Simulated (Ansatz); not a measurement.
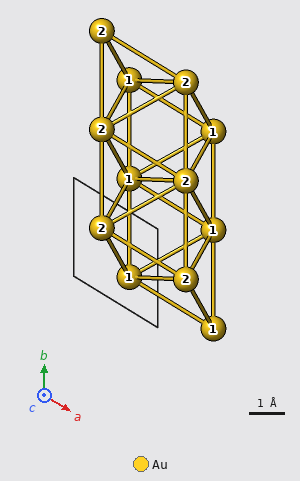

A scan of solid Au (Cmcm): the cell is strained along y alone, with the atoms kept at their fractional coordinates. x, y and z are the Cartesian axes of the input. The picture shows the reference cell. Style: ball-and-stick. Shown: the cell of the calculation, repeated 2 × 3 × 2 with one cell outlined, along the c axis.

Theory: DFT PBEsol, scalar-relativistic, plane waves, PAW in Ansatz. Settings: plane-wave cutoff 420 eV; k-point mesh 24 × 24 × 12; occupations gaussian; smearing width 0.15 eV; no spin polarisation. Energies (free energies at the smearing named) are counted from the relaxed crystal.

The input:
```yaml
crystal:
  lattice:
    - [1.4100150311, -2.5170030989, 0.0]
    - [1.4100150311, 2.5170030989, 0.0]
    - [0.0, 0.0, 4.8006775662]
  atoms:
    - { symbol: Au, position: [0.663863951, 0.336136049, 0.25] }
    - { symbol: Au, position: [0.336136049, 0.663863951, 0.75] }
basis:
  ecutwfc: 420
kpoints:
  mp_grid: { grid: [24, 24, 12] }
hamiltonian:
  xc: pbesol
scf:
  occupations: { method: gaussian, width: 0.15 }
output:
  forces: true
  stress: true
  eigenvalues: true
```

Run as
```bash
ansatz run input.yaml --threads 1 --pin off --max-ram 2560MiB --backend cpu --events-out ev --progress --plain --runs-dir out
```

What energies does the calculation give (the strain: −0.0200, −0.0150, −0.0100, −0.0050, 0.0000, 0.0050, 0.0100, 0.0150, 0.0175, 0.0200)?

Answer.
```tsv
strain	energy change (meV/atom)
−0.0200	3.73
−0.0150	1.88
−0.0100	0.65
−0.0050	0.03
0.0000	0.00
0.0050	0.55
0.0100	1.66
0.0150	3.31
0.0175	4.33
0.0200	5.47
```

Of the computed points the lowest is at the strain 0.00, 0.00 meV/atom. At the ends of the scan the energy is 3.73 meV/atom (−0.02) and 5.47 meV/atom (0.02). The curvature at zero strain, (1/V) d²E/dε², is about 220 GPa; it is C₂₂ with clamped ions. The distortion keeps the space group Cmcm. At the strain −0.02 the cell of the drawing goes a 2.885 → 2.841 Å, b 2.885 → 2.841 Å, γ 121.5° → 120.5°.
